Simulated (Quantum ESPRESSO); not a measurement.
## Energy of ZrB₂ along an even scaling of the cell

System: ZrB₂ (P6/mmm, 3 atoms in the cell).
Method: Kohn-Sham DFT of a periodic cell, LDA, PseudoDojo 0.4.1 SR LDA standard, no spin polarisation (Quantum ESPRESSO 7.5).

The 7 runs differ only in the geometry, by an even scaling of the cell at fixed fractional positions. The structure derives from an entry of the Crystallography Open Database.

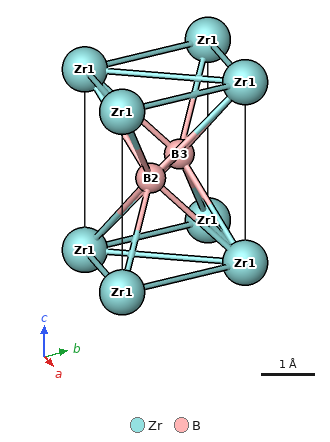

Figure 1. The structure of run 4 (ball-and-stick view of the cell of the calculation, seen slightly off an axis; atoms are numbered from 1 in the order of the input).

### Input of run 4
```
&CONTROL
  calculation = 'scf'
  prefix = 'pwscf'
  outdir = './tmp'
  pseudo_dir = './pseudo'
  tprnfor = .true.
  tstress = .true.
  disk_io = 'nowf'
/
&SYSTEM
  ibrav = 0
  nat = 3
  ntyp = 2
  ecutwfc = 76
  nbnd = 15
  occupations = 'smearing'
  smearing = 'fd'
  degauss = 0.00367493
/
&ELECTRONS
  conv_thr = 6d-10
  electron_maxstep = 120
  mixing_beta = 0.5
/
ATOMIC_SPECIES
Zr    91.2240 Zr.upf
B     10.8100 B.upf
CELL_PARAMETERS angstrom
   3.1700000000    0.0000000000    0.0000000000
  -1.5850000000    2.7453005300    0.0000000000
   0.0000000000    0.0000000000    3.5330000000
ATOMIC_POSITIONS crystal
Zr     0.0000000000    0.0000000000    0.0000000000
B      0.6666666667    0.3333333333    0.5000000000
B      0.3333333333    0.6666666667    0.5000000000
K_POINTS automatic
10 10 8 0 0 0
```

Command:
```bash
OMP_NUM_THREADS=1 pw.x -in pw.in > pw.out
```

Run 2 differs from it as follows:
```diff
-   3.1700000000    0.0000000000    0.0000000000
-  -1.5850000000    2.7453005300    0.0000000000
-   0.0000000000    0.0000000000    3.5330000000
+   3.1271569103    0.0000000000    0.0000000000
+  -1.5635784551    2.7081973259    0.0000000000
+   0.0000000000    0.0000000000    3.4852509034
```

### Results, with one run withheld

| run | volume per atom (Å³) | free energy per atom, from the lowest run given (meV) | pressure (GPa) |
| --- | --- | --- | --- |
| 1 | 9.634 | 4.04 | 7.22 |
| 2 | 9.839 | ? | ? |
| 3 | 10.044 | 0.00 | −3.88 |
| 4 | 10.249 | 7.95 | −8.64 |
| 5 | 10.454 | 21.69 | −12.95 |
| 6 | 10.659 | 40.68 | −16.84 |
| 7 | 10.864 | 64.41 | −20.36 |

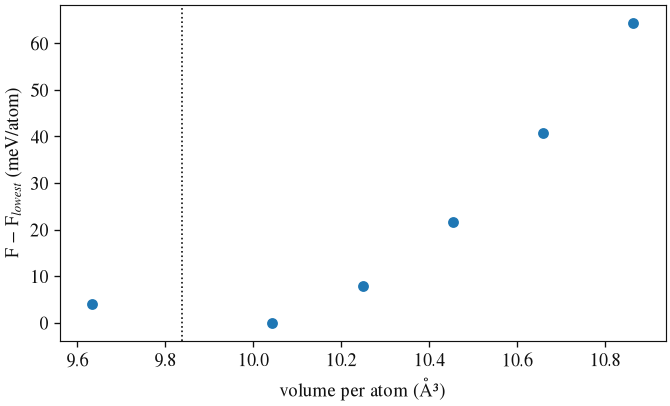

Figure 2. Free energy per atom of the runs given; the dotted line marks run 2.

Estimate the energy of run 2 from the others.

A cubic polynomial in V^(−2/3) (the Birch–Murnaghan form), fitted to the 6 runs given, misses them by under 0.01 meV per atom. With x = V^(−2/3) − 0.21119 Å⁻², it reads F = 11.067 − 4450.2 x + 3.8575e+05 x² − 91806 x³ (meV per atom). At run 2 it gives −1.53 meV per atom, and the run itself gives −1.53. The slope of the fit gives a pressure −dF/dV of 1.48 GPa there, and the run prints 1.39 GPa. The two needn't agree exactly: the fit is approximate, and the printed stress is taken on a finite basis. The fit has its minimum at 9.895 Å³ per atom, where V d²F/dV² gives 260 GPa. Cell shape and fractional positions are held, so this is the stiffness under even scaling; the relaxed bulk modulus wasn't computed.

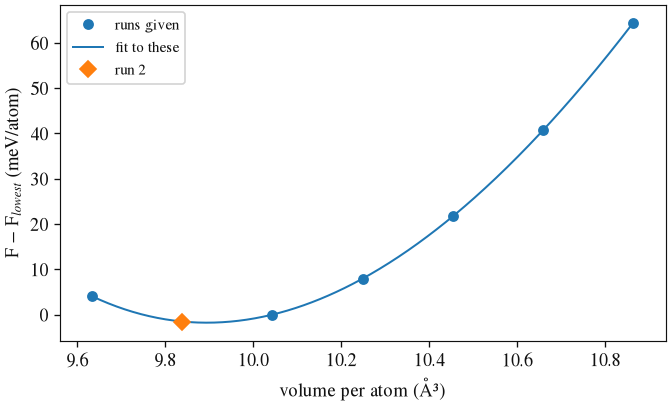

Figure 3. The fit and the withheld run.

### Some lines of the output (run 2)
```
[...]
     unit-cell volume          =     199.1868 (a.u.)^3
     number of k points=    70  Fermi-Dirac smearing, width (Ry)=  0.0037
     total energy              =    -113.34995887 Ry
     total energy              =    -113.43029972 Ry
     total energy              =    -113.43848912 Ry
     total energy              =    -113.43865518 Ry
     total energy              =    -113.43865889 Ry
     total energy              =    -113.43865921 Ry
     total energy              =    -113.43865923 Ry
     the Fermi energy is    16.1845 ev
!    total energy              =    -113.43865923 Ry
     The total energy is F=E-TS. E is the sum of the following terms:
     Computing stress (Cartesian axis) and pressure
          total   stress  (Ry/bohr**3)                   (kbar)     P=       13.92
```
